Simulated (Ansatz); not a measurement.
Ni

```cif
data_structure
_symmetry_space_group_name_H-M 'P 1'
_symmetry_Int_Tables_number 1
_cell_length_a 3.4632
_cell_length_b 3.4632
_cell_length_c 3.4632
_cell_angle_alpha 90.000
_cell_angle_beta 90.000
_cell_angle_gamma 90.000
_cell_volume 41.53
loop_
_atom_site_label
_atom_site_type_symbol
_atom_site_fract_x
_atom_site_fract_y
_atom_site_fract_z
_atom_site_occupancy
Ni1 Ni 0.00000 0.73917 0.25000 1
Ni2 Ni 0.50000 0.23917 0.25000 1
Ni3 Ni 0.00000 0.26083 0.75000 1
Ni4 Ni 0.50000 0.76083 0.75000 1
```

Space group Cmcm; not relaxed (largest force 0.4 eV/Å); spin-polarised.

Computed with Ansatz 0.2.0, DFT PBEsol, scalar-relativistic, plane waves, PAW.

Core electrons are frozen (PAW), and the valence fields are smoothed inside the atomic spheres.

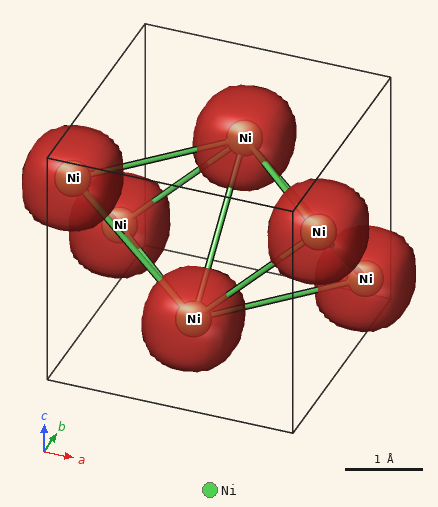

Figure 1. Isosurface of the spin density (up minus down) at +0.1 e/Å³ (red), seen at an oblique angle. Sticks mark near contacts.

> Where is the spin, and how is it ordered?

The spin density sits on Ni: +0.7 μB (×4) in one cell of 4 atoms: parallel main moments (a ferromagnetic arrangement) in this solution. The cell of the calculation (2 atoms) carries 1.2 μB of net spin moment.

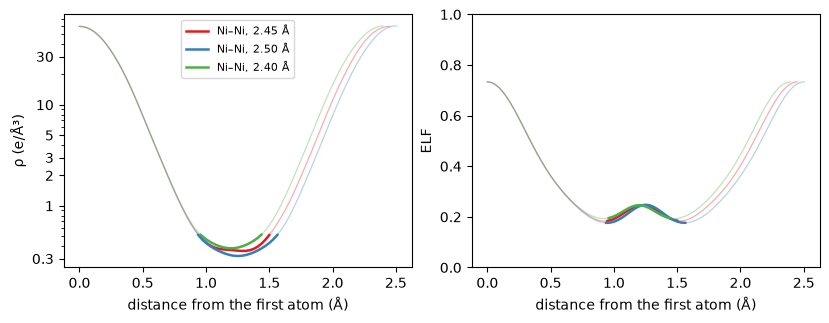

Figure 2. Valence pseudo-density and electron localisation function along straight lines between neighbouring atoms. Thin, pale parts lie inside the atomic spheres.

> Compare the contacts.

Ni–Ni (2.45 Å): ρ is about 0.36 e/Å³ halfway; the ELF is about 0.25 at the midpoint; no shared electron pair shows on this line.
Ni–Ni (2.50 Å): ρ is about 0.32 e/Å³ halfway; the ELF is about 0.25 at the midpoint (no localised pair shows between them).
Ni–Ni (2.40 Å): ρ at the midpoint is about 0.38 e/Å³; the ELF is about 0.25 at the midpoint: no shared electron pair shows on this line.

> Does the calculation make it a metal, or give it a gap?

It is metallic or semimetallic at this level of theory: no gap opens.
